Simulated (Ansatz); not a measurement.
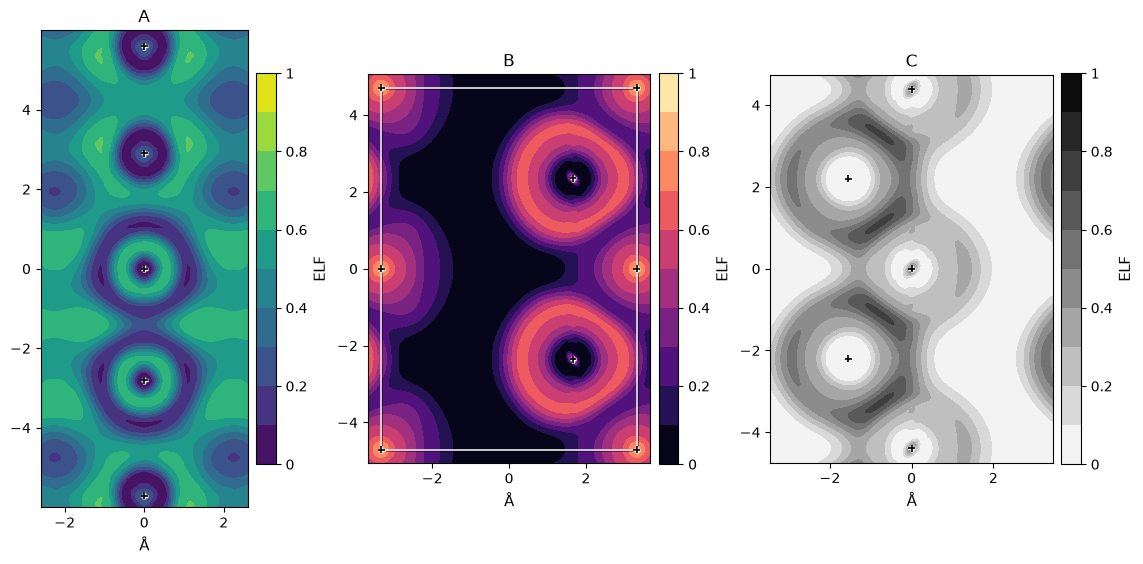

The ELF of 3 systems, each on a plane through atoms (crosses mark nuclei in the plane).

Theory: DFT PBE, scalar-relativistic, plane waves, PAW in Ansatz 0.2.0.

System 1: TiAl (interface cell), the (100) plane of the calculation cell. Computed without spin polarisation.

```xyz
12
Lattice="4.5061 0.0000 0.0000 -2.2531 3.9024 0.0000 0.0000 0.0000 11.2899" Properties=species:S:1:pos:R:3 pbc="T T T"
Ti    0.0000    2.6016    0.9313
Ti    0.0000    0.0000    2.8264
Ti    2.2531    1.3008    4.7179
Al    0.0000    0.0000   11.2202
Al    2.2531    1.3008    1.9289
Al    0.0000    2.6016    3.8302
Al    0.0000    2.6016    6.5189
Al    0.0000    0.0000    8.4203
Al    2.2531    1.3008   10.4189
Ti    0.0000    0.0000    5.6312
Ti    2.2531    1.3008    7.5226
Ti    0.0000    2.6016    9.4178
```

System 2: GaSb, the (110) plane of the conventional cell. Space group F-43m.

```
CELL_PARAMETERS angstrom
6.21384 0.00000 0.00000
0.00000 0.00000 -6.21384
0.00000 6.21384 0.00000
ATOMIC_POSITIONS crystal
Ga 0.50000 0.50000 0.00000
Ga 0.00000 0.50000 0.50000
Ga 0.00000 0.00000 0.00000
Ga 0.50000 0.00000 0.50000
Sb 0.75000 0.75000 0.25000
Sb 0.25000 0.75000 0.75000
Sb 0.25000 0.25000 0.25000
Sb 0.75000 0.25000 0.75000
```

System 3: HgTe, the (011) plane of the conventional cell. Space group F-43m.

Which map belongs to which system?

Panel A is system 1, TiAl: the plane holds Ti and Al. Al–Al (2.69 Å): the ELF is about 0.55 at the midpoint. Panel B is system 3, HgTe: the plane holds Hg and Te. Hg–Te (2.88 Å): the ELF is about 0.40 at the midpoint and 0.25 at its lowest between the atoms. Panel C is system 2, GaSb: the plane holds Ga and Sb. Ga–Sb (2.69 Å): the ELF peaks at about 0.70 between the atoms.
